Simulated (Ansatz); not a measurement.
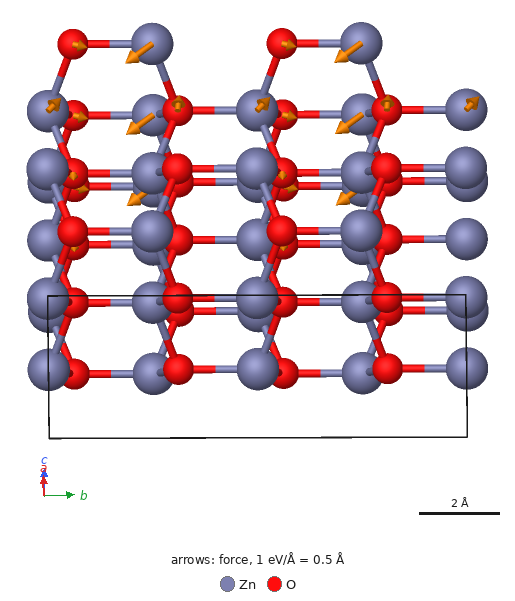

Starting geometry of a slab of composition ZnO (cut from the P6_3mc phase) with the computed forces as orange arrows. Style: ball-and-stick. Shown: the 1 × 2 repeat of the cell, outlined in the plane, without the vacuum (origin shifted), from a free direction.

Case: clean slab, lower planes held. The slab is the (1 0 0) face of ZnO. 12 atoms are held fixed.

Computed with Ansatz 0.2.0, DFT PBE, scalar-relativistic, plane waves, PAW. Settings: plane-wave cutoff 420 eV; k-point mesh 3 × 3 × 1; occupations gaussian; smearing width 0.05 eV; no spin polarisation; dipole correction; atoms relaxed in a fixed cell; force threshold 0.03 eV/Å; at most 70 steps.

Is this structure relaxed? If not, where do the atoms go?

It isn't relaxed: the largest force vector, on Zn atoms, is 1.82 eV/Å. The final displacements follow the starting forces only in part (cosine between the two patterns 0.71). Over 5 geometry steps the energy falls by 0.755 eV per cell of the calculation. The largest force component goes from 1.4 to 0.023 eV/Å. The largest moves, 0.42 Å, are those of Zn atoms. By element the largest moves are Zn 0.42 Å, O 0.07 Å. The cell doesn't change. Near-neighbour distances that change, for instance: O–Zn 2.007 → 1.863 Å, O–Zn 1.999 → 2.103 Å, O–Zn 1.999 → 1.931 Å, O–Zn 1.999 → 2.061 Å. Among the angles between lasting bonds that change: Zn–O–Zn 110.3° → 99.0°, O–Zn–O 108.7° → 118.6°, Zn–O–Zn 108.7° → 114.7°. The run took 99 s on 4 threads of Arm Neoverse V2, with other jobs on the host, peak memory 1.9 GiB.
